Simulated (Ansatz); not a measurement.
Run report: NiSi₂, geometry relaxation (part 2 of 2)

The same run, continued: NiSi₂ (slab, 9 atoms in the cell); DFT PBEsol, scalar-relativistic, plane waves, PAW, no spin polarisation (Ansatz 0.2.0); cutoff 420 eV, 9×9×1 k-mesh, Gaussian smearing of 0.1 eV. The structure derives from an entry of the Crystallography Open Database. The input holds or restrains some coordinates. Forces given for the steps count only the free coordinates. It belongs to a series of runs on one base structure; here: clean slab, lower half held.

Geometry of the input (Å; fractional positions):
```
3.8123  0.0000  0.0000
-1.9062  3.3016  0.0000
0.0000  0.0000  24.7818
Si 0.0000  0.0000  0.3430
Ni 0.6667  0.3333  0.3744
Si 0.3333  0.6667  0.4058
Si 0.6667  0.3333  0.4686
Ni 0.3333  0.6667  0.5000
Si 0.0000  0.0000  0.5314
Si 0.3333  0.6667  0.5942
Ni 0.0000  0.0000  0.6256
Si 0.6667  0.3333  0.6570
```

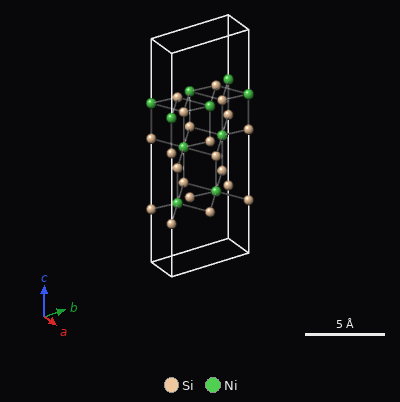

Fig. 1: The geometry at step 1 of the log (ball-and-stick view of the 1 × 2 repeat of the cell, with the vacuum cut short, seen slightly off an axis).

### What the program printed, continued
```
SCF iter   1: F=—  HF=-21145.984810 eV  |F-HF|=—  |Δ(HF+E_count)|=         —  Δρ=2.16e-3  dr2=2.68e-2  ethr=3.64e-5  p=-0.000 e·Å  D=-1.56e-6 V/Å  ΔV_dip=0.00 eV  dr2_dipole=6.69e-3  V_vac-E_F(+/−)=4.46/4.46 eV  ⟨swp⟩=2.2  Hψ=1824  notcnv=0  defer=30
efield: sawtooth ramp at fractional position 0.9800 (handed on by an earlier solve), width 0.0400; the density the first Hamiltonian is built on has a dipole p = -0.000 e·Å; the dipole correction subtracts the counter field D = -1.56e-6 V/Å, which shifts the + side's vacuum level by +0.00 eV against the − side's; the planar-averaged density in the ramp window peaks in size at 2.0e-6 e/Å³
preconditioner: auto → LDOS  [metal: Δε(μ)=0.021 eV  Ē_g=6.958 eV  σ=0.100 eV  W_gap=0.12  n_scr=70 (ndim 8)  ℏωp=15.5 eV  f_vac=0.555  D(μ)=4.59/eV (n_scr^D=12)  β→1.0]
SCF iter   2: F=—  HF=-21145.984244 eV  |F-HF|=—  |Δ(HF+E_count)|=   5.66e-4  Δρ=1.85e-3  dr2=8.39e-3  ethr=3.44e-5  p=0.001 e·Å  D=3.76e-4 V/Å  ΔV_dip=-0.01 eV  dr2_dipole=2.10e-4  V_vac-E_F(+/−)=4.45/4.46 eV  ⟨swp⟩=2.0  Hψ=806  notcnv=0  defer=30
SCF iter   3: F=—  HF=-21145.983461 eV  |F-HF|=—  |Δ(HF+E_count)|=   7.83e-4  Δρ=1.43e-3  dr2=4.99e-3  ethr=1.08e-5  p=-0.000 e·Å  D=-1.68e-4 V/Å  ΔV_dip=0.00 eV  dr2_dipole=4.61e-4  V_vac-E_F(+/−)=4.46/4.46 eV  ⟨swp⟩=2.0  Hψ=938  notcnv=0  defer=30
SCF iter   4: F=—  HF=-21145.983088 eV  |F-HF|=—  |Δ(HF+E_count)|=   3.73e-4  Δρ=4.54e-4  dr2=6.05e-4  ethr=6.40e-6  p=-0.001 e·Å  D=-3.13e-4 V/Å  ΔV_dip=0.01 eV  dr2_dipole=6.98e-5  V_vac-E_F(+/−)=4.47/4.46 eV  ⟨swp⟩=1.8  Hψ=597  notcnv=0  defer=30
SCF iter   5: F=-21145.983030 eV  HF=-21145.983035 eV  |F-HF|=5.40e-6  |Δ(HF+E_count)|=   5.31e-5  Δρ=6.90e-5  dr2=1.78e-5  ethr=3.09e-8  p=-0.001 e·Å  D=-3.41e-4 V/Å  ΔV_dip=0.01 eV  dr2_dipole=2.53e-6  V_vac-E_F(+/−)=4.47/4.46 eV  ⟨swp⟩=25.9  Hψ=7794  notcnv=0
SCF 2 converged in 5 iterations: F = -21145.983030 eV  dr2 = 1.78e-5
  Residual-converged pass: ⟨swp⟩=1.1  Hψ=627  notcnv=0  max |occ|·‖R‖ = 7.1e-9 eV (tolerance 1.0e-8 eV)  dr2=1.78e-5  dr2_onsite=2.17e-6  max |Δocc| = 2.6e-13
  greatest PAW one-centre occupation: 1.001 electrons in one spin orbital (limit 2), on the Ni atom at site 7 (counted from 0), in its partial waves of l = 1
relax step   2: F+E_penalty+E_count = -21145.98302952 eV  Δ(F+E_penalty+E_count) = -4.221e-2 eV  max|allowed force component| = 2.625e-1 eV/Å  Δτ_max = 0.0708 Å  (5 SCF iters, dr2 threshold 2.41e-5 eV, accepted)
SCF iter   1: F=—  HF=-21145.993401 eV  |F-HF|=—  |Δ(HF+E_count)|=         —  Δρ=1.66e-3  dr2=1.40e-2  ethr=1.82e-4  p=-0.001 e·Å  D=-3.41e-4 V/Å  ΔV_dip=0.01 eV  dr2_dipole=2.70e-3  V_vac-E_F(+/−)=4.47/4.46 eV  ⟨swp⟩=2.8  Hψ=1183  notcnv=0  defer=37
efield: sawtooth ramp at fractional position 0.9800 (handed on by an earlier solve), width 0.0400; the density the first Hamiltonian is built on has a dipole p = -0.001 e·Å; the dipole correction subtracts the counter field D = -3.41e-4 V/Å, which shifts the + side's vacuum level by +0.01 eV against the − side's; the planar-averaged density in the ramp window peaks in size at 2.0e-6 e/Å³
preconditioner: auto → LDOS  [metal: Δε(μ)=0.053 eV  Ē_g=6.991 eV  σ=0.100 eV  W_gap=0.28  n_scr=70 (ndim 8)  ℏωp=15.5 eV  f_vac=0.556  D(μ)=3.94/eV (n_scr^D=10)  β→1.0]
SCF iter   2: F=—  HF=-21145.992843 eV  |F-HF|=—  |Δ(HF+E_count)|=   5.58e-4  Δρ=1.79e-3  dr2=7.65e-3  ethr=1.80e-5  p=0.000 e·Å  D=1.50e-4 V/Å  ΔV_dip=-0.00 eV  dr2_dipole=1.98e-4  V_vac-E_F(+/−)=4.45/4.46 eV  ⟨swp⟩=3.2  Hψ=1239  notcnv=0  defer=31
SCF iter   3: F=—  HF=-21145.991811 eV  |F-HF|=—  |Δ(HF+E_count)|=   1.03e-3  Δρ=8.41e-4  dr2=1.67e-3  ethr=9.81e-6  p=-0.001 e·Å  D=-6.14e-4 V/Å  ΔV_dip=0.02 eV  dr2_dipole=9.02e-5  V_vac-E_F(+/−)=4.47/4.46 eV  ⟨swp⟩=2.0  Hψ=825  notcnv=0  defer=31
SCF iter   4: F=—  HF=-21145.991701 eV  |F-HF|=—  |Δ(HF+E_count)|=   1.10e-4  Δρ=1.31e-4  dr2=9.20e-5  ethr=2.14e-6  p=-0.002 e·Å  D=-8.77e-4 V/Å  ΔV_dip=0.02 eV  dr2_dipole=1.24e-5  V_vac-E_F(+/−)=4.48/4.46 eV  ⟨swp⟩=2.1  Hψ=700  notcnv=0  defer=31
SCF iter   5: F=-21145.991708 eV  HF=-21145.991703 eV  |F-HF|=4.83e-6  |Δ(HF+E_count)|=   2.52e-6  Δρ=2.03e-5  dr2=2.27e-6  ethr=5.52e-9  p=-0.002 e·Å  D=-1.01e-3 V/Å  ΔV_dip=0.03 eV  dr2_dipole=1.66e-8  V_vac-E_F(+/−)=4.48/4.46 eV  ⟨swp⟩=24.7  Hψ=6962  notcnv=0
SCF 3 converged in 5 iterations: F = -21145.991708 eV  dr2 = 2.27e-6
relax step   3: F+E_penalty+E_count = -21145.99170831 eV  Δ(F+E_penalty+E_count) = -8.679e-3 eV  max|allowed force component| = 2.374e-2 eV/Å  Δτ_max = 0.0518 Å  (5 SCF iters, dr2 threshold 4.31e-6 eV, accepted)
iter 1 solved again at ethr=2.91e-9 eV; its pass at ethr=3.10e-3 eV (dr2=2.27e-6 eV) is discarded
SCF iter   1: F=—  HF=-21145.991699 eV  |F-HF|=—  |Δ(HF+E_count)|=         —  Δρ=2.02e-5  dr2=2.27e-6  ethr=2.91e-9  p=-0.002 e·Å  D=-1.01e-3 V/Å  ΔV_dip=0.03 eV  dr2_dipole=1.97e-8  V_vac-E_F(+/−)=4.48/4.46 eV  ⟨swp⟩=1.0  Hψ=1440  notcnv=0
efield: sawtooth ramp at fractional position 0.9800 (handed on by an earlier solve), width 0.0400; the density the first Hamiltonian is built on has a dipole p = -0.002 e·Å; the dipole correction subtracts the counter field D = -1.01e-3 V/Å, which shifts the + side's vacuum level by +0.03 eV against the − side's; the planar-averaged density in the ramp window peaks in size at 1.3e-6 e/Å³
preconditioner: auto → LDOS  [metal: Δε(μ)=0.050 eV  Ē_g=6.989 eV  σ=0.100 eV  W_gap=0.27  n_scr=70 (ndim 8)  ℏωp=15.5 eV  f_vac=0.556  D(μ)=4.06/eV (n_scr^D=12)  β→1.0]
SCF iter   2: F=—  HF=-21145.991710 eV  |F-HF|=—  |Δ(HF+E_count)|=   1.12e-5  Δρ=3.87e-5  dr2=3.56e-6  ethr=2.91e-9  p=-0.002 e·Å  D=-1.10e-3 V/Å  ΔV_dip=0.03 eV  dr2_dipole=3.66e-7  V_vac-E_F(+/−)=4.48/4.46 eV  ⟨swp⟩=2.0  Hψ=939  notcnv=0
SCF iter   3: F=—  HF=-21145.991710 eV  |F-HF|=—  |Δ(HF+E_count)|=   3.35e-7  Δρ=2.28e-5  dr2=9.20e-7  ethr=2.91e-9  p=-0.002 e·Å  D=-1.12e-3 V/Å  ΔV_dip=0.03 eV  dr2_dipole=1.20e-8  V_vac-E_F(+/−)=4.48/4.46 eV  ⟨swp⟩=2.0  Hψ=973  notcnv=0
SCF iter   4: F=-21145.991710 eV  HF=-21145.991710 eV  |F-HF|=4.88e-8  |Δ(HF+E_count)|=   2.24e-7  Δρ=1.39e-6  dr2=1.03e-8  ethr=1.28e-10  p=-0.002 e·Å  D=-1.14e-3 V/Å  ΔV_dip=0.03 eV  dr2_dipole=1.49e-9  V_vac-E_F(+/−)=4.48/4.46 eV  ⟨swp⟩=14.1  Hψ=5513  notcnv=0
SCF 4 converged in 4 iterations: F = -21145.991710 eV  dr2 = 1.03e-8
relax step   4: F+E_penalty+E_count = -21145.99170994 eV  Δ(F+E_penalty+E_count) = -1.630e-6 eV  max|allowed force component| = 2.370e-2 eV/Å  Δτ_max = 0.0000 Å  (4 SCF iters, accepted)
WARN: The output density's exchange-correlation potential varies sharply where the density is thin. Do not read a vacuum level from v_tot or v_xc, or from such a field of the output density. On a cell that repeats whose density bears no net charge and no dipole along the vacuum's axis use v_es (v_loc + v_h of the components); under efield.dipole_correction with no amplitude use v_es + v_field, which holds any external_charges[].barrier, or the levels of the report's work_function block, which leave it out; under a non-zero efield.amplitude the vacuum is tilted and has no level; on a cell that repeats and bears such a dipole with no correction it is tilted too, and efield.dipole_correction with no amplitude gives each side of its ramp a level where efield: is served; in a cell that repeats whose density bears a net charge (total_charge, or a fill off its count) it is curved and has none; of a slab under crystal.periodic whose density bears no net charge use v_es, which has a level on each side, short of where the two are joined; of another it falls or rises all the way out and has none; of a slab beside external_charges read slab_vacuum_level instead, which it has where they leave it neutral. The grid or the basis barely resolves most such structure, and the values can differ between equally converged runs; as a rule a tighter scf.convergence.dr2_threshold does not remove it. Where the density itself ripples (under the LDA too) a higher basis.ecutwfc lessens it. The files hold the spikes' plane waves up to the density's cutoff. Files: v_tot_of_output_density and the like, and their columns of v_z.tsv (output.write_potential); v_xc_of_output_density and the like, and their columns of v_comp_z.tsv (output.write_potential_components). Measured: with its Gaussian average of σ = 0.25 Å subtracted twice, the exchange-correlation potential is over 0.1 eV at 1 of the grid points where the equally averaged density (valence and model cores) is under 1e-3 e/Å³, and 0.121 eV at the most among them, at an averaged density of 1.4e-8 e/Å³. The input density's (outcome.potential() and, of a run that writes arrays, v_tot and v_xc) is over 0.1 eV, so measured, at 104 points of its own thin density, 0.166 eV at the most. See output.write_potential in the manual, Limitations
SCF converged after 4 iterations
Free energy (F): -21145.991710 eV
Harris-Foulkes:  -21145.991710 eV  (|F-HF|=4.88e-8)
Internal energy: -21145.971386 eV  (E = F + TS)
E sigma→0 (E₀):  -21145.981548 eV
Entropy (-TS):   -0.020324 eV (-2.258 meV/atom)
Fermi energy:    2.186385 eV
Dipole field:    D = -0.001184 V/Å  (p = -0.002041 e·Å, saw-weighted, corrected)
Work function:   Φ+ = 4.4844 eV   Φ− = 4.4551 eV
Levels:          The Fermi level and band energies are counted from a zero that moves with the ramp; work functions are not
--- Per-component energies (eV) ---
  E_band       = -1872.877964
  E_kinetic    = 1105.339279
  E_local      = -88066.889869  (includes V_loc(G=0)·N_el)
  E_nonlocal   = 2044.808634
  E_hartree    = 42616.165763
  E_xc         = -589.953524
  E_vxc        = -620.219248  (∫ρ·V_xc dr)
  E_paw        = -7767.921231  (= ΣΔE_a)
  E_vpaw       = -1568.242021  (= ΣTr[D̂ρ^β])
  E_aug_tail   = 0.001551  (compensation charges beyond the density's cutoff)
  E_efield     = 0.000001  (sawtooth field / dipole correction)
  E_vefield    = -0.000801  (∫n·V_field dr)
  E_ewald      = 29511.696779
  E_core_change = 0.781230  (= ΣΔE_core)
  E_smearing   = -0.020324  (= −TS)
  E_closure    = -0.000000  (closes the sum)
  Σ components = -21145.991710   (vs F -21145.991710, Δ=0.00e0)
--- Forces (eV/Å), atoms counted from 1 ---
  atom   1  Si     0.00000000     0.00000000     0.70308295
  atom   2  Ni     0.00000000    -0.00000000     0.11730977
  atom   3  Si     0.00000000    -0.00000000    -0.52418249
  atom   4  Si     0.00000000     0.00000000    -0.29534973
  atom   5  Ni     0.00000000     0.00000000    -0.01440564
  atom   6  Si     0.00000000    -0.00000000    -0.01326348
  atom   7  Si    -0.00000000    -0.00000000     0.02370310
  atom   8  Ni    -0.00000000     0.00000000    -0.00767348
  atom   9  Si    -0.00000000    -0.00000000     0.01071101
  max |Σ_I F_I| component: 6.80e-5 eV/Å
--- Band table (eV; the first three rows and the last of 12) ---
  k-point 0: bands = ["-102.2450", "-101.9120", "-101.7036", "-62.7891", "-62.7891", "-62.7844", "-62.5015", "-62.5015", "-62.3721", "-62.2728", "-62.2728", "-62.1977", "-11.3838", "-10.3036", "-8.8180", "-6.3448", "-4.3064", "-2.9593", "-2.9593", "-2.6772", "-2.6772", "-2.3374", "-2.3374", "-1.8733", "-1.6813", "-1.3861", "-1.3861", "-1.0318", "-1.0318", "-0.9676", "-0.7763", "-0.7763", "0.8225", "1.4456", "1.4456", "2.6600", "2.6600", "2.9635", "3.3639", "3.8331", "3.9046", "3.9046", "4.1736", "4.2781", "4.2781", "4.7212", "4.7212", "5.0963"]
  k-point 1: bands = ["-102.2450", "-101.9120", "-101.7036", "-62.7892", "-62.7891", "-62.7843", "-62.5016", "-62.5015", "-62.3721", "-62.2729", "-62.2728", "-62.1976", "-11.2208", "-10.1438", "-8.6572", "-6.2461", "-4.3081", "-3.3116", "-2.9350", "-2.8747", "-2.6086", "-2.5379", "-2.2717", "-1.7393", "-1.6447", "-1.4673", "-1.4406", "-1.1417", "-1.0287", "-0.9755", "-0.7894", "-0.7624", "0.5836", "0.8377", "1.0282", "1.4723", "2.1511", "2.6412", "2.9314", "3.3361", "3.3824", "3.6161", "4.0808", "4.4056", "5.1111", "5.1905", "5.3524", "5.7439"]
  k-point 2: bands = ["-102.2450", "-101.9120", "-101.7036", "-62.7894", "-62.7892", "-62.7843", "-62.5018", "-62.5016", "-62.3720", "-62.2731", "-62.2729", "-62.1976", "-10.7364", "-9.6706", "-8.1860", "-6.0087", "-4.6112", "-4.0233", "-3.4777", "-2.8560", "-2.8365", "-2.4535", "-2.1556", "-2.0804", "-1.7031", "-1.5152", "-1.4112", "-1.3256", "-1.0505", "-0.8902", "-0.8095", "-0.6312", "-0.3020", "0.2277", "0.3384", "0.7667", "1.0103", "1.2662", "2.2396", "2.3925", "3.0397", "3.2682", "4.4463", "4.8775", "4.9902", "5.3897", "5.7610", "6.0199"]
  k-point 11: bands = ["-102.2450", "-101.9120", "-101.7036", "-62.7897", "-62.7896", "-62.7843", "-62.5020", "-62.5020", "-62.3720", "-62.2733", "-62.2733", "-62.1976", "-7.4710", "-7.3479", "-7.2944", "-6.8269", "-6.3292", "-5.9661", "-4.2338", "-4.0813", "-4.0019", "-2.9177", "-2.8023", "-2.4678", "-2.0831", "-1.7148", "-1.6251", "-1.2908", "-1.2544", "-1.2107", "-0.9959", "-0.8649", "-0.7876", "-0.7421", "-0.6013", "-0.5230", "0.1715", "0.9645", "1.0294", "1.8091", "1.8465", "3.7260", "4.3483", "4.4399", "5.5606", "6.6625", "6.7668", "6.9743"]
--- Relaxed structure (4 steps of the walk, 4 accepted, 0 SCFs on fresh bases) ---
  F+E_penalty+E_count = -21145.99170994 eV   max|allowed force component| = 2.370e-2 eV/Å
  atoms:
    - { symbol: Si, position: [0.0, 0.0, 0.3429932386000001] }
    - { symbol: Ni, position: [0.6666666666666667, 0.3333333333333334, 0.3743945909000001] }
    - { symbol: Si, position: [0.33333333333333337, 0.6666666666666667, 0.4057959432000001] }
    - { symbol: Si, position: [0.6666666666666667, 0.3333333333333334, 0.4685986477000001] }
    - { symbol: Ni, position: [0.33333333333333337, 0.6666666666666667, 0.5004116853588724] }
    - { symbol: Si, position: [-1.36957504802773e-19, -6.847875240228386e-20, 0.5318943915154009] }
    - { symbol: Si, position: [0.33333333333333337, 0.6666666666666667, 0.5953271362820709] }
    - { symbol: Ni, position: [3.312537310902602e-19, 1.6562686554730598e-19, 0.6244129145381978] }
    - { symbol: Si, position: [0.6666666666666667, 0.3333333333333334, 0.6520622944458558] }
```

### Trajectory as extended XYZ (Å, eV, eV/Å), 4 frames, from step=1 to step=4
```
9
Lattice="3.8123 0.0000 0.0000 -1.9062 3.3016 0.0000 0.0000 0.0000 24.7818" Properties=species:S:1:pos:R:3:forces:R:3 step=1 energy=-21145.94082
Si    0.0000    0.0000    8.5000    0.0000   0.0000   0.6208
Ni    1.9062    1.1005    9.2782    0.0000   0.0000   0.1416
Si    0.0000    2.2010   10.0564    0.0000   0.0000  -0.5893
Si    1.9062    1.1005   11.6127    0.0000   0.0000  -0.3306
Ni    0.0000    2.2010   12.3909    0.0000   0.0000   0.0000
Si    0.0000    0.0000   13.1691    0.0000   0.0000   0.3306
Si    0.0000    2.2010   14.7255    0.0000   0.0000   0.5893
Ni    0.0000    0.0000   15.5036    0.0000   0.0000  -0.1416
Si    1.9062    1.1005   16.2818    0.0000   0.0000  -0.6208
9
Lattice="3.8123 0.0000 0.0000 -1.9062 3.3016 0.0000 0.0000 0.0000 24.7818" Properties=species:S:1:pos:R:3:forces:R:3 step=2 energy=-21145.98303
Si    0.0000    0.0000    8.5000    0.0000   0.0000   0.6622
Ni    1.9062    1.1005    9.2782    0.0000   0.0000   0.1313
Si    0.0000    2.2010   10.0564    0.0000   0.0000  -0.5406
Si    1.9062    1.1005   11.6127    0.0000   0.0000  -0.3010
Ni    0.0000    2.2010   12.3982    0.0000   0.0000  -0.0084
Si    0.0000    0.0000   13.1794    0.0000   0.0000   0.1166
Si    0.0000    2.2010   14.7425    0.0000   0.0000   0.2626
Ni    0.0000    0.0000   15.4885    0.0000   0.0000  -0.0653
Si    1.9062    1.1005   16.2111    0.0000   0.0000  -0.2592
9
Lattice="3.8123 0.0000 0.0000 -1.9062 3.3016 0.0000 0.0000 0.0000 24.7818" Properties=species:S:1:pos:R:3:forces:R:3 step=3 energy=-21145.99171
Si    0.0000    0.0000    8.5000    0.0000   0.0000   0.7031
Ni    1.9062    1.1005    9.2782    0.0000   0.0000   0.1176
Si    0.0000    2.2010   10.0564    0.0000   0.0000  -0.5241
Si    1.9062    1.1005   11.6127    0.0000   0.0000  -0.2953
Ni    0.0000    2.2010   12.4011    0.0000   0.0000  -0.0149
Si    0.0000    0.0000   13.1813    0.0000   0.0000  -0.0131
Si    0.0000    2.2010   14.7533    0.0000   0.0000   0.0237
Ni    0.0000    0.0000   15.4741    0.0000   0.0000  -0.0078
Si    1.9062    1.1005   16.1593    0.0000   0.0000   0.0105
9
Lattice="3.8123 0.0000 0.0000 -1.9062 3.3016 0.0000 0.0000 0.0000 24.7818" Properties=species:S:1:pos:R:3:forces:R:3 step=4 energy=-21145.99171
Si    0.0000    0.0000    8.5000    0.0000   0.0000   0.7031
Ni    1.9062    1.1005    9.2782    0.0000   0.0000   0.1173
Si    0.0000    2.2010   10.0564    0.0000   0.0000  -0.5242
Si    1.9062    1.1005   11.6127    0.0000   0.0000  -0.2954
Ni    0.0000    2.2010   12.4011    0.0000   0.0000  -0.0144
Si    0.0000    0.0000   13.1813    0.0000   0.0000  -0.0133
Si    0.0000    2.2010   14.7533    0.0000   0.0000   0.0237
Ni    0.0000    0.0000   15.4741    0.0000   0.0000  -0.0077
Si    1.9062    1.1005   16.1593    0.0000   0.0000   0.0107
```

### Key numbers

```json
{"quantity": "outcome", "value": "converged under the restraints of the input"}
{"quantity": "electrons treated", "value": "78"}
{"quantity": "free energy", "value": "−21145.9917 eV"}
{"quantity": "work function, top face", "value": "4.48 eV"}
{"quantity": "work function, bottom face", "value": "4.46 eV"}
{"quantity": "Fermi energy", "value": "2.186 eV"}
{"quantity": "gap on the k-point mesh", "value": "none (metallic)"}
{"quantity": "final volume", "value": "311.92 Å³"}
{"quantity": "work function (upper face)", "value": "4.48 eV"}
{"quantity": "largest force (length of the vector) at the end, held atoms and coordinates included", "value": "0.703 eV/Å"}
{"quantity": "hardware", "value": "2 threads of Intel Xeon (Sapphire Rapids), 32 GiB of memory available, shared host"}
{"quantity": "wall time", "value": "40 s (CPU time 72 s)"}
{"quantity": "peak memory", "value": "0.68 GiB"}
```

### Remarks

Warnings of the run: the exchange-correlation potential is rough where the density is thin. The run has no spin polarisation, so a magnetic state may lie lower.
